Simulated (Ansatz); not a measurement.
## Two runs on HgTe

System: HgTe (F-43m, 2 atoms in the cell).
Method of run 1: DFT, PBEsol, plane waves, PAW, no spin polarisation (Ansatz 0.2.0).

The structure derives from an entry of the Crystallography Open Database. Text and figures count atoms from 1; the logs count them from 0 in places.

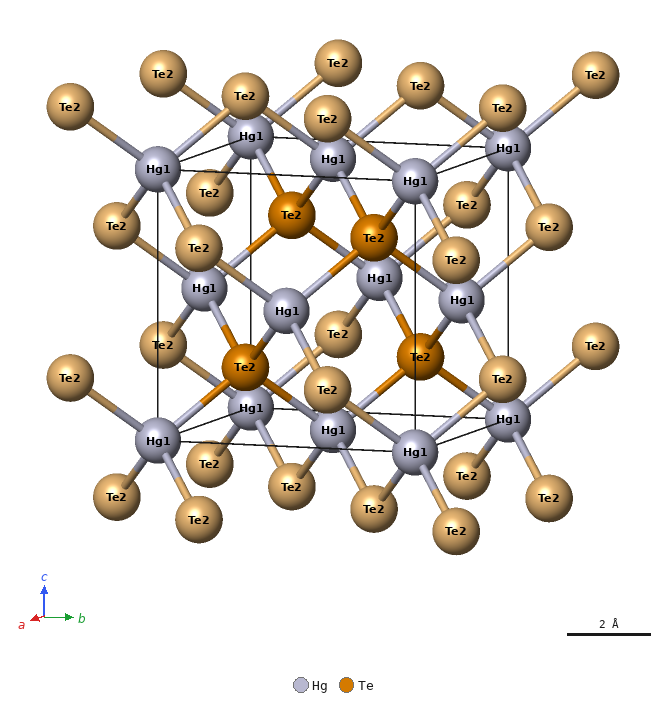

Fig. 1: The input geometry (ball-and-stick view of the cell 4 times as large as that of the calculation, set on its symmetry axes, seen slightly off an axis; neighbours outside the cell are drawn fainter; atoms are numbered from 1 in the order of the input). An atom can appear more than once, as a periodic image.

### The input, run 1
```yaml
crystal:
  lattice:
    - [0.0, 3.326407798, 3.326407798]
    - [3.326407798, 0.0, 3.326407798]
    - [3.326407798, 3.326407798, 0.0]
  atoms:
    - { symbol: Hg, position: [0.0, 0.0, 0.0] }
    - { symbol: Te, position: [0.25, 0.25, 0.25] }
basis:
  ecutwfc: 420
kpoints:
  mp_grid: { grid: [12, 12, 12] }
hamiltonian:
  xc: pbesol
scf:
  occupations: { method: gaussian, width: 0.1 }
  mixing: { algorithm: broyden, beta: 0.2, ndim: 16 }
output:
  forces: true
  eigenvalues: true
  stress: true
```

Launched with:
```bash
ansatz run input.yaml --threads 1 --pin off --max-ram 2560MiB --backend cpu --events-out ev --progress --plain --runs-dir out
```

Hardware: 1 thread of Arm Neoverse V1, 24 GiB of memory available, shared host.

### Output, shortened to warnings, some set-up lines, iterations and results (run 1)
```
Basis set: ecut = 420 eV, 1459 PW (Γ), exchange–correlation on 64×64×64 points (8 copies of the dense FFT grid, shifted against one another)
Symmetry: 24 space group operations
k-points: 72 of 1728 (time reversal used)
Initial density: superposition of atomic densities (neutral atoms: chi_scale 0, normalization atom), corrected by the library's trained network
[...]
SCF iter   1: F=—  HF=-20569.781006 eV  |F-HF|=—  |Δ(HF+E_count)|=         —  Δρ=2.59e-3  dr2=8.20e-3  ethr=1.77e-3  ⟨swp⟩=5.9  Hψ=7368  notcnv=0
SCF iter   2: F=—  HF=-20569.779494 eV  |F-HF|=—  |Δ(HF+E_count)|=   1.51e-3  Δρ=1.78e-3  dr2=3.35e-3  ethr=2.28e-5  ⟨swp⟩=2.0  Hψ=2589  notcnv=0  κ⁻¹=1.0e0(r=1)
SCF iter   3: F=—  HF=-20569.779074 eV  |F-HF|=—  |Δ(HF+E_count)|=   4.20e-4  Δρ=5.76e-4  dr2=1.52e-4  ethr=9.30e-6  ⟨swp⟩=2.0  Hψ=2593  notcnv=0  κ⁻¹=1.0e-2(r=2)
SCF iter   4: F=—  HF=-20569.779165 eV  |F-HF|=—  |Δ(HF+E_count)|=   9.06e-5  Δρ=4.31e-4  dr2=7.87e-5  ethr=4.23e-7  ⟨swp⟩=1.9  Hψ=1678  notcnv=0  κ⁻¹=2.5e-3(r=3)
SCF iter   5: F=—  HF=-20569.779309 eV  |F-HF|=—  |Δ(HF+E_count)|=   1.45e-4  Δρ=1.23e-4  dr2=8.77e-6  ethr=2.18e-7  ⟨swp⟩=2.0  Hψ=2224  notcnv=0  κ⁻¹=1.4e-4(r=4)
SCF iter   6: F=—  HF=-20569.779319 eV  |F-HF|=—  |Δ(HF+E_count)|=   9.28e-6  Δρ=3.40e-5  dr2=4.81e-7  ethr=2.43e-8  ⟨swp⟩=2.0  Hψ=2790  notcnv=0  κ⁻¹=9.5e-7(r=5)
SCF iter   7: F=—  HF=-20569.779319 eV  |F-HF|=—  |Δ(HF+E_count)|=   4.54e-7  Δρ=2.24e-5  dr2=1.82e-7  ethr=2.78e-10  ⟨swp⟩=6.6  Hψ=7020  notcnv=0  κ⁻¹=9.2e-7(r=6)
SCF iter   8: F=-20569.779319 eV  HF=-20569.779319 eV  |F-HF|=5.25e-9  |Δ(HF+E_count)|=   4.81e-7  Δρ=4.46e-6  dr2=1.82e-8  ethr=2.78e-10  ⟨swp⟩=6.1  Hψ=6612  notcnv=0
SCF 1 converged in 8 iterations: F = -20569.779319 eV  dr2 = 1.82e-8
SCF converged after 8 iterations
Stability not checked: this state was not tested for a lower state beside it, because the mixer in use, unlike msr1, does not test its closes by its own steps (another_mixer; see scf.mixing.algorithm and scf.lower_state_search)
Free energy (F): -20569.779319 eV
Harris-Foulkes:  -20569.779319 eV  (|F-HF|=5.25e-9)
Internal energy: -20569.779155 eV  (E = F + TS)
E sigma→0 (E₀):  -20569.779237 eV
Entropy (-TS):   -0.000164 eV (-0.082 meV/atom)
Fermi energy:    7.326814 eV
--- Per-component energies (eV) ---
  E_band       = -812.332194
  E_kinetic    = 782.758104
  E_local      = -4994.236105  (includes V_loc(G=0)·N_el)
  E_nonlocal   = -231.408677
  E_hartree    = 2409.176169
  E_xc         = -341.010209
  E_vxc        = -364.135943  (∫ρ·V_xc dr)
  E_paw        = -14385.358264  (= ΣΔE_a)
  E_vpaw       = -823.669867  (= ΣTr[D̂ρ^β])
  E_aug_tail   = 0.000693  (compensation charges beyond the density's cutoff)
  E_ewald      = -3810.404334
  E_core_change = 0.703466  (= ΣΔE_core)
  E_smearing   = -0.000164  (= −TS)
  E_closure    = -0.000000  (closes the sum)
  Σ components = -20569.779319   (vs F -20569.779319, Δ=0.00e0)
--- Forces (eV/Å), atoms counted from 1 ---
  atom   1  Hg     0.00000000     0.00000000     0.00000000
  atom   2  Te    -0.00000000     0.00000000     0.00000000
  max |Σ_I F_I| component: 1.04e-16 eV/Å
--- Stress (GPa, compression-positive) ---
       -2.323907       0.000000      -0.000000
        0.000000      -2.323907       0.000000
        0.000000       0.000000      -2.323907
  P = ⅓ Tr σ = -2.3239 GPa (-23.239 kbar)
```

The input of run 2 differs as follows (lines with − go, lines with + come):
```diff
-  xc: pbesol
+  xc: pbe
+  dispersion: d4
-  mixing: { algorithm: broyden, beta: 0.2, ndim: 16 }
```

Predict how the results change.

The total energies belong to different models, so their difference says nothing on which is more stable or more accurate. The pressure goes from −2.32 to −1.77 GPa. The functional changes from PBEsol to PBE. The SCF takes 6 iterations against 8.

### Output, shortened to warnings, some set-up lines, iterations and results (run 2)
```
Basis set: ecut = 420 eV, 1459 PW (Γ), exchange–correlation on 64×64×64 points (8 copies of the dense FFT grid, shifted against one another)
Symmetry: 24 space group operations
k-points: 72 of 1728 (time reversal used)
Initial density: superposition of atomic densities (neutral atoms: chi_scale 0, normalization atom), corrected by the library's trained network
[...]
SCF iter   1: F=—  HF=-20794.443819 eV  |F-HF|=—  |Δ(HF+E_count)|=         —  Δρ=1.21e-3  dr2=2.52e-3  ethr=1.77e-3  ⟨swp⟩=5.9  Hψ=7398  notcnv=0
SCF iter   2: F=—  HF=-20794.443736 eV  |F-HF|=—  |Δ(HF+E_count)|=   8.33e-5  Δρ=5.49e-4  dr2=2.67e-4  ethr=7.00e-6  ⟨swp⟩=2.3  Hψ=2873  notcnv=0
SCF iter   3: F=—  HF=-20794.443841 eV  |F-HF|=—  |Δ(HF+E_count)|=   1.05e-4  Δρ=2.08e-4  dr2=2.99e-5  ethr=7.42e-7  ⟨swp⟩=2.0  Hψ=2161  notcnv=0
SCF iter   4: F=—  HF=-20794.443928 eV  |F-HF|=—  |Δ(HF+E_count)|=   8.68e-5  Δρ=7.83e-5  dr2=4.73e-6  ethr=8.32e-8  ⟨swp⟩=2.0  Hψ=2226  notcnv=0
SCF iter   5: F=—  HF=-20794.443952 eV  |F-HF|=—  |Δ(HF+E_count)|=   2.39e-5  Δρ=1.54e-5  dr2=1.55e-7  ethr=1.31e-8  ⟨swp⟩=2.0  Hψ=2235  notcnv=0
SCF iter   6: F=-20794.443953 eV  HF=-20794.443953 eV  |F-HF|=2.74e-8  |Δ(HF+E_count)|=   1.48e-6  Δρ=2.27e-6  dr2=4.56e-9  ethr=2.78e-10  ⟨swp⟩=7.1  Hψ=7088  notcnv=0
SCF 1 converged in 6 iterations: F = -20794.443953 eV  dr2 = 4.56e-9
SCF converged after 6 iterations
Free energy (F): -20794.443953 eV
Harris-Foulkes:  -20794.443953 eV  (|F-HF|=2.74e-8)
Internal energy: -20794.443789 eV  (E = F + TS)
E sigma→0 (E₀):  -20794.443871 eV
Entropy (-TS):   -0.000165 eV (-0.082 meV/atom)
Fermi energy:    7.473989 eV
--- Per-component energies (eV) ---
  E_band       = -807.422229
  E_kinetic    = 782.740547
  E_local      = -4989.418533  (includes V_loc(G=0)·N_el)
  E_nonlocal   = -237.676549
  E_hartree    = 2411.608741
  E_xc         = -343.852061
  E_vxc        = -365.250814  (∫ρ·V_xc dr)
  E_paw        = -14606.748080  (= ΣΔE_a)
  E_vpaw       = -821.037363  (= ΣTr[D̂ρ^β])
  E_aug_tail   = 0.000731  (compensation charges beyond the density's cutoff)
  E_ewald      = -3810.404334
  E_disp       = -0.694251  (pairwise vdW)
  E_smearing   = -0.000165  (= −TS)
  E_closure    = 0.000000  (closes the sum)
  Σ components = -20794.443953   (vs F -20794.443953, Δ=0.00e0)
--- Forces (eV/Å), atoms counted from 1 ---
  atom   1  Hg     0.00000000     0.00000000    -0.00000000
  atom   2  Te    -0.00000000     0.00000000    -0.00000000
  max |Σ_I F_I| component: 7.63e-17 eV/Å
--- Stress (GPa, compression-positive) ---
       -1.774108      -0.000000      -0.000000
       -0.000000      -1.774108       0.000000
       -0.000000       0.000000      -1.774108
  P = ⅓ Tr σ = -1.7741 GPa (-17.741 kbar)
```

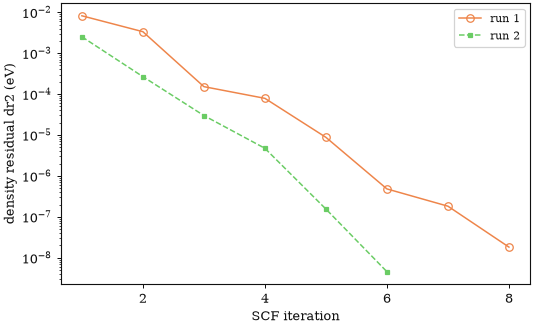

Fig. 2: Convergence of the two runs: density residual dr2 against the SCF iteration. Run 1 takes 8 iterations in all, and run 2 takes 6.

### The two runs side by side

| quantity | run 1 | run 2 |
| --- | --- | --- |
| outcome | converged | converged |
| free energy per atom (eV) | −10284.8897 | −10397.2220 |
| gap on the mesh (eV) | 0.00 | 0.00 |
| pressure (GPa) | −2.32 | −1.77 |
| largest force (eV/Å) | 0.000 | 0.000 |
| SCF iterations | 8 | 6 |
| irreducible k-points | 72 | 72 |
| plane waves at Γ | 1459 | 1459 |
| wall time (shared host) | 13 s | 9.7 s |

For both runs: Spin–orbit coupling is left out, which matters for Hg.
